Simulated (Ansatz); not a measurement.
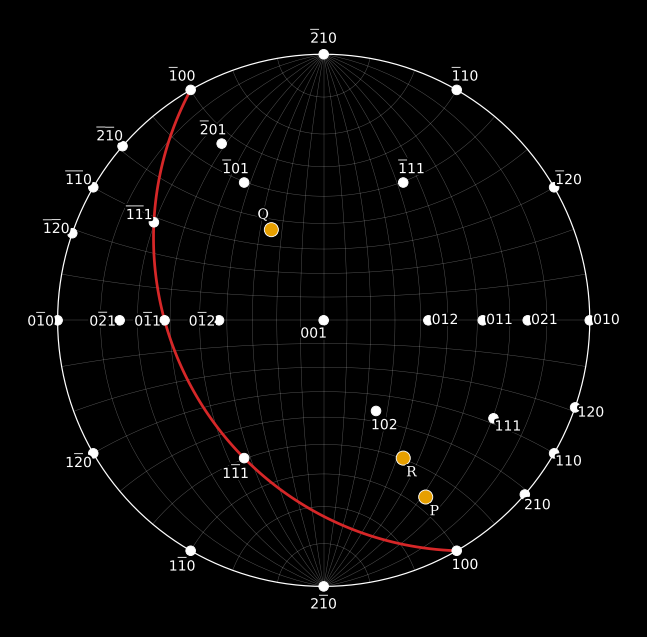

Stereographic projection of plane normals (upper hemisphere) centred on (0 0 1). Crystal: Re, the input geometry of an electronic-structure calculation (not necessarily at equilibrium); the starting structure was generated, so it need not be a known form of this composition. All values are computed from the atomic coordinates in the standard setting (tolerance 0.002 Å).

a = 2.738 Å, b = 2.738 Å, c = 4.415 Å, α = 90.00°, β = 90.00°, γ = 120.00°.

Index the poles marked P, Q, R.

Answer. P is (2 0 1), in four indices (2 0 −2 1), 75.0° from the centre; Q is (−1 0 2), in four indices (−1 0 1 2), 42.9° from the centre; R is (1 0 1), in four indices (1 0 −1 1), 61.8° from the centre.

Which zone does the coloured great circle trace?

Answer. The zone [0 1 1]: its poles satisfy k + l = 0.

What is the angle between the normals of (0 1 1) and (1 −1 0), and what are their d_hkl = 1/|g|?

Answer. 116.1°; d = 2.089 Å and 2.371 Å.
